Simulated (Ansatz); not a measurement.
Ba: geometry relaxation

System: Ba (1 atom in the cell).
Method: DFT PBEsol, scalar-relativistic, plane waves, PAW, no spin polarisation (Ansatz 0.2.0).

The structure derives from an entry of the Crystallography Open Database.

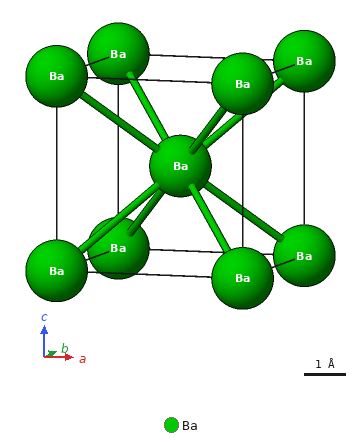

Fig. 1: The starting structure (ball-and-stick view of the cell 2 times as large as that of the calculation, set on its symmetry axes, seen slightly off an axis).

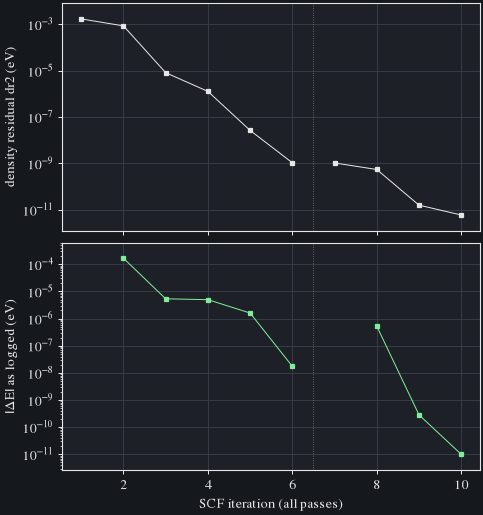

Fig. 2: Convergence of the self-consistent field: density residual dr2 and size of the energy change against the SCF iteration. The dotted lines part the SCF passes of the relaxation: geometry steps, rejected trials and re-solves on a re-selected basis. The passes take 6 and 4 iterations.

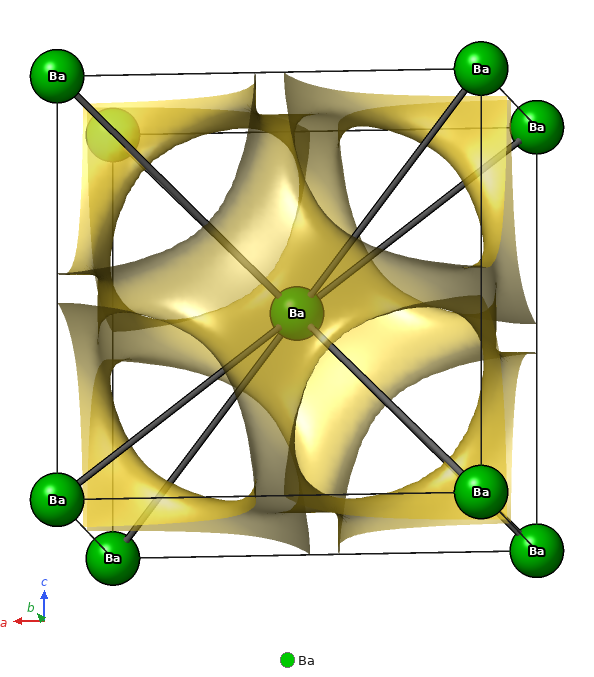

Fig. 3: Isosurface of the ELF at 0.4 (yellow), seen at an oblique angle. Only the valence region is drawn (cores and ρ < 0.01 e/Å³ removed). Sticks mark near contacts. The outline is the cell set on symmetry axes. The ELF exceeds this value in one network that runs through the whole crystal, counted in one cell of 2 atoms. Profiles from the grid: Ba–Ba (4.22 Å): the ELF is about 0.10 at the midpoint (no localised pair between them). In a PAW calculation such maps are meaningful between the atoms, not at the nuclei.

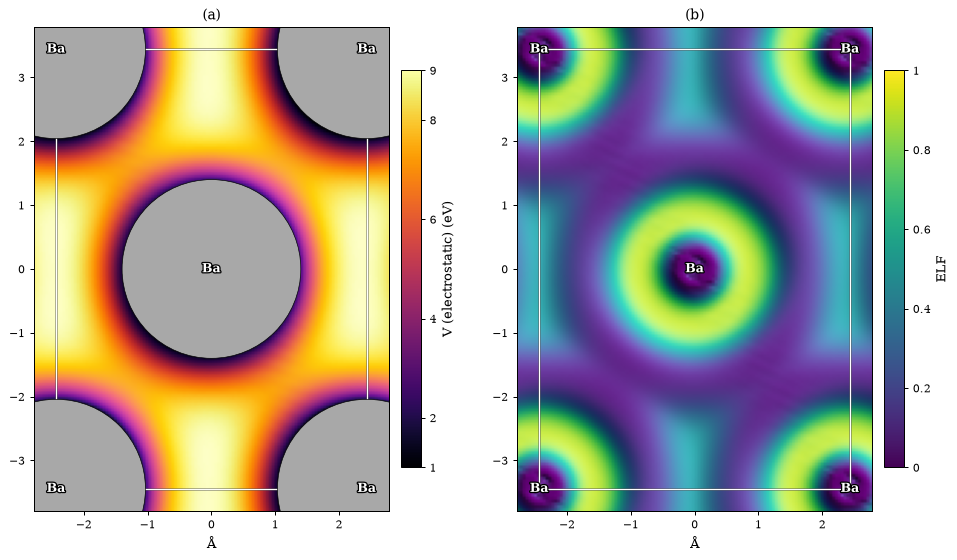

Fig. 4: (a) electrostatic potential (local pseudopotential plus Hartree) felt by an electron; (b) ELF on the (011̄) plane of the conventional cell. Grey discs, where drawn, cover atomic cores. The plane passes through Ba nuclei. Ba–Ba (4.22 Å): the ELF is about 0.10 at the midpoint; no shared electron pair. The strong features right at Ba lie inside the PAW spheres (semicore, d or f shells) and say nothing about bonding. Outside the cores the potential energy rises away from the atoms and is highest about 2.5 Å from the nearest atoms; outside the discs it spans about 7 eV, and its zero is arbitrary.

The input that produced these results follows, with the program's output.

## Input
```yaml
crystal:
  lattice:
    - [-2.4343261765, 2.4343261765, 2.4343261765]
    - [2.4343261765, -2.4343261765, 2.4343261765]
    - [2.4343261765, 2.4343261765, -2.4343261765]
  atoms:
    - { symbol: Ba, position: [0.0, 0.0, 0.0] }
basis:
  ecutwfc: 420
kpoints:
  mp_grid: { grid: [12, 12, 12] }
hamiltonian:
  xc: pbesol
scf:
  occupations: { method: gaussian, width: 0.1 }
output:
  forces: true
  stress: true
  eigenvalues: true
  write_density: true
  write_potential: true
  elf: true
  volumetric_format: npy
relax:
  adjacent_minimum: "off"
  f_tol: 0.005
  max_steps: 80
  cell: { stress_tol: 0.05 }
```

Launch command:
```bash
ansatz run input.yaml --threads 2 --pin off --max-ram 5120MiB --backend cpu --events-out ev --progress --plain --runs-dir out
```

## Log
```
Engine: ansatz 0.2.0, x86_64-unknown-linux-gnu
Pseudopotentials: kind: paw
Pseudopotential: Ba, paw, valence charge 10, recommended cutoff 420 eV (normal), Ba.paw.azcp
Functional definition: PBEsol
  exchange = pbesol_x
  correlation = pbesol_c
Crystal: 1 atoms, lattice volume = 57.703 Å³
Basis set: ecut = 420 eV, 1157 PW (Γ), exchange–correlation on 60×60×60 points (8 copies of the dense FFT grid, shifted against one another)
Bands: 9, of which v1, the nominal top of the filled ones, is band 5 counted from 1 (4 counted from 0)
Symmetry: 48 space group operations
Space group: Im-3m (ITA 229), of the structure as read, at distance tolerance 3.9e-5 Å
k-points: 72 of 1728
Non-local potential: Ba, projectors of the file, l = 0: 3, l = 1: 2, l = 2: 2, l = 3: 2
PAW form: soft (Blöchl's): semilocal exchange-correlation on the pseudo side does not see the compensation charge
PAW frozen core: Ba, regenerated for the run's functional, and the local potential with it (the file was generated under x = pbe(κ = 0.804, μ = 0.2195149727645171), c = pbe(β = 0.06672455060314922))
PAW one-centre angular grid: Ba, 194 points (default); XC on 64 Gauss nodes
Initial density: superposition of atomic densities (neutral atoms: chi_scale 0, normalization atom), corrected by the library's trained network
Initial wavefunctions: pseudopotential atomic-orbital guess
Functional: x = pbesol(κ = 0.804, μ = 0.12345679012345678), c = pbesol(β = 0.046)
SCF iter   1: F=—  HF=-5862.612729 eV  |F-HF|=—  |Δ(HF+E_count)|=         —  Δρ=1.78e-3  dr2=1.71e-3  ethr=1.77e-3  ⟨swp⟩=7.6  Hψ=6387  notcnv=0
preconditioner: auto → Kerker (q_TF=auto, 2.037 Å⁻¹)  [metal: Δε(μ)=0.019 eV  Ē_g=2.919 eV  σ=0.100 eV  W_gap=0.11  n_scr=12 (ndim 8)  ℏωp=6.9 eV  f_vac=0.000  D(μ)=1.27/eV (n_scr^D=12)]
SCF iter   2: F=—  HF=-5862.612897 eV  |F-HF|=—  |Δ(HF+E_count)|=   1.67e-4  Δρ=1.14e-3  dr2=8.56e-4  ethr=1.71e-5  ⟨swp⟩=2.1  Hψ=1445  notcnv=0
SCF iter   3: F=—  HF=-5862.612902 eV  |F-HF|=—  |Δ(HF+E_count)|=   5.35e-6  Δρ=1.41e-4  dr2=8.21e-6  ethr=8.56e-6  ⟨swp⟩=2.8  Hψ=914  notcnv=0
SCF iter   4: F=—  HF=-5862.612907 eV  |F-HF|=—  |Δ(HF+E_count)|=   4.97e-6  Δρ=6.37e-5  dr2=1.28e-6  ethr=8.21e-8  ⟨swp⟩=2.5  Hψ=1015  notcnv=0
iter 5 did not close the SCF: its close was put off for the readings that it lacked (scf_convergence_deferred on its scf_iter line)
SCF iter   5: F=-5862.612909 eV  HF=-5862.612909 eV  |F-HF|=1.63e-8  |Δ(HF+E_count)|=   1.60e-6  Δρ=6.48e-6  dr2=2.66e-8  ethr=1.28e-8  ⟨swp⟩=2.9  Hψ=1003  notcnv=0
SCF iter   6: F=-5862.612909 eV  HF=-5862.612909 eV  |F-HF|=5.63e-10  |Δ(HF+E_count)|=   1.74e-8  Δρ=1.27e-6  dr2=1.07e-9  ethr=2.66e-10  ⟨swp⟩=6.2  Hψ=3895  notcnv=0
SCF 1 converged in 6 iterations: F = -5862.612909 eV  dr2 = 1.07e-9
  greatest PAW one-centre occupation: 0.960 electrons in one spin orbital (limit 2), on the Ba atom at site 0 (counted from 0), in its partial waves of l = 0
relax step   1: F+E_penalty+E_count = -5862.61290859 eV  Δ(F+E_penalty+E_count) = +0.000e0 eV  max|allowed force component| = 0.000e0 eV/Å  Δτ_max = 0.0000 Å  P = +0.041 GPa  Ω = 57.703 Å³  (6 SCF iters, dr2 threshold 1.00e-7 eV, accepted)
Initial density: handed on by an earlier stage of this run
Initial wavefunctions: pseudopotential atomic-orbital guess (no wavefunctions were taken with the density)
iter 1 solved again at ethr=3.68e-8 eV; its pass at ethr=3.10e-3 eV (dr2=3.68e-6 eV) is discarded
SCF iter   1: F=—  HF=-5862.612909 eV  |F-HF|=—  |Δ(HF+E_count)|=         —  Δρ=1.23e-6  dr2=1.05e-9  ethr=3.68e-8  ⟨swp⟩=3.1  Hψ=8449  notcnv=0
preconditioner: auto → Kerker (q_TF=auto, 2.037 Å⁻¹)  [metal: Δε(μ)=0.025 eV  Ē_g=2.915 eV  σ=0.100 eV  W_gap=0.14  n_scr=12 (ndim 8)  ℏωp=6.9 eV  f_vac=0.000  D(μ)=1.28/eV (n_scr^D=12)]
SCF iter   2: F=—  HF=-5862.612909 eV  |F-HF|=—  |Δ(HF+E_count)|=   5.25e-7  Δρ=8.71e-7  dr2=5.49e-10  ethr=1.05e-11  ⟨swp⟩=2.9  Hψ=1166  notcnv=0
SCF iter   3: F=—  HF=-5862.612909 eV  |F-HF|=—  |Δ(HF+E_count)|=  2.84e-10  Δρ=2.30e-7  dr2=1.59e-11  ethr=5.49e-12  ⟨swp⟩=2.9  Hψ=965  notcnv=0
SCF iter   4: F=-5862.612909 eV  HF=-5862.612909 eV  |F-HF|=2.73e-12  |Δ(HF+E_count)|=  1.00e-11  Δρ=1.43e-7  dr2=5.99e-12  ethr=1.00e-12  ⟨swp⟩=6.0  Hψ=3250  notcnv=0
SCF 2 converged in 4 iterations: F = -5862.612909 eV  dr2 = 5.99e-12
relax step   2: F+E_penalty+E_count = -5862.61290859 eV  Δ(F+E_penalty+E_count) = -1.010e-10 eV  max|allowed force component| = 0.000e0 eV/Å  Δτ_max = 0.0000 Å  P = +0.041 GPa  Ω = 57.703 Å³  stress off target by 4.11e-2 GPa  SCF on the basis re-selected at this cell (its energy is not comparable with the rows above)  (4 SCF iters)
basis re-selected at this cell: Δ(F+E_penalty+E_count) = -1.010e-10 eV, ΔP = +0.000 GPa vs the last step (what re-selecting the basis moved, of the pressure what is left beyond the Pulay correction that the steps carried, after the strain that the cell walked since its last selection, with what the two solves' SCF thresholds leave and, on support functions, any second-order correction that the steps lacked; it is no measure of the basis error at this ecutwfc). This SCF's stress stands 4.11e-2 GPa from its target on what of the cell is left free (relax.cell.stress_tol is 5.00e-2 GPa) and its largest allowed force component is 0.00e0 eV/Å (relax.f_tol is 5.00e-3 eV/Å): within both
SCF converged after 4 iterations
Free energy (F): -5862.612909 eV
Harris-Foulkes:  -5862.612909 eV  (|F-HF|=2.73e-12)
Internal energy: -5862.606495 eV  (E = F + TS)
E sigma→0 (E₀):  -5862.609702 eV
Entropy (-TS):   -0.006414 eV (-6.414 meV/atom)
Fermi energy:    6.396914 eV
--- Per-component energies (eV) ---
  E_band       = -77.772302
  E_kinetic    = 166.966708
  E_local      = -355.827644  (includes V_loc(G=0)·N_el)
  E_nonlocal   = 58.563140
  E_hartree    = 111.591902
  E_xc         = -165.355429
  E_vxc        = -133.655003  (∫ρ·V_xc dr)
  E_paw        = -5140.522303  (= ΣΔE_a)
  E_vpaw       = -37.003291  (= ΣTr[D̂ρ^β])
  E_aug_tail   = -0.000002  (compensation charges beyond the density's cutoff)
  E_ewald      = -538.174300
  E_core_change = 0.151433  (= ΣΔE_core)
  E_smearing   = -0.006414  (= −TS)
  E_closure    = 0.000000  (closes the sum)
  Σ components = -5862.612909   (vs F -5862.612909, Δ=0.00e0)
--- Forces (eV/Å), atoms counted from 1 ---
  atom   1  Ba     0.00000000    -0.00000000    -0.00000000
  max |Σ_I F_I| component: 1.12e-30 eV/Å
--- Stress (GPa, compression-positive) ---
        0.041092       0.000000       0.000000
        0.000000       0.041092       0.000000
        0.000000       0.000000       0.041092
  P = ⅓ Tr σ = 0.0411 GPa (0.411 kbar)
--- Band table (eV; the first three rows and the last of 72) ---
  k-point 0: bands = ["-22.3044", "-7.1715", "-7.1715", "-7.1715", "3.6045", "8.3211", "8.3211", "8.3211", "9.8793"]
  k-point 1: bands = ["-22.3002", "-7.2165", "-7.1850", "-7.1718", "3.7496", "8.1937", "8.2464", "8.4597", "9.6321"]
  k-point 2: bands = ["-22.2886", "-7.3364", "-7.2215", "-7.1728", "4.1511", "7.8986", "7.9538", "8.8669", "9.4499"]
  k-point 71: bands = ["-22.1939", "-7.5933", "-7.5933", "-7.5933", "5.7429", "5.7429", "10.7436", "10.7436", "10.7436"]
--- Relaxed structure (1 steps of the walk, 1 accepted, 1 SCFs on fresh bases) ---
  F+E_penalty+E_count = -5862.61290859 eV   max|allowed force component| = 0.000e0 eV/Å   (the final SCF, on the basis selected at the relaxed cell)
  cell:  # Å, volume = 57.7027 Å³
    - [-2.4343261765, 2.4343261765, 2.4343261765]
    - [2.4343261765, -2.4343261765, 2.4343261765]
    - [2.4343261765, 2.4343261765, -2.4343261765]
  atoms:
    - { symbol: Ba, position: [0.0, 0.0, 0.0] }
```

## Trajectory as extended XYZ (Å, eV, eV/Å), 2 frames, from step=1 to step=2
```
1
Lattice="-2.4343 2.4343 2.4343 2.4343 -2.4343 2.4343 2.4343 2.4343 -2.4343" Properties=species:S:1:pos:R:3:forces:R:3 step=1 energy=-5862.61291 pressure_GPa=0.04
Ba    0.0000    0.0000    0.0000    0.0000   0.0000   0.0000
1
Lattice="-2.4343 2.4343 2.4343 2.4343 -2.4343 2.4343 2.4343 2.4343 -2.4343" Properties=species:S:1:pos:R:3:forces:R:3 step=2 energy=-5862.61291 pressure_GPa=0.04
Ba    0.0000    0.0000    0.0000    0.0000   0.0000   0.0000
```

## Summary

- outcome: converged
- space group (tolerance 0.01 Å): Im-3m (229)
- electrons treated: 10
- free energy: −5862.6129 eV
- Fermi energy: 6.397 eV
- gap on the k-point mesh: none (metallic)
- pressure: 0.04 GPa
- final volume: 57.70 Å³
- largest force (length of the vector) at the end: under 0.001 eV/Å
- final cell: a = 4.216 Å, b = 4.216 Å, c = 4.216 Å, α = 109.47°, β = 109.47°, γ = 109.47°
- hardware: 2 threads of Intel Xeon (Sapphire Rapids), 64 GiB of memory available, shared host
- wall time: 2.4 s (CPU time 4.2 s)
- peak memory: 0.4 GiB
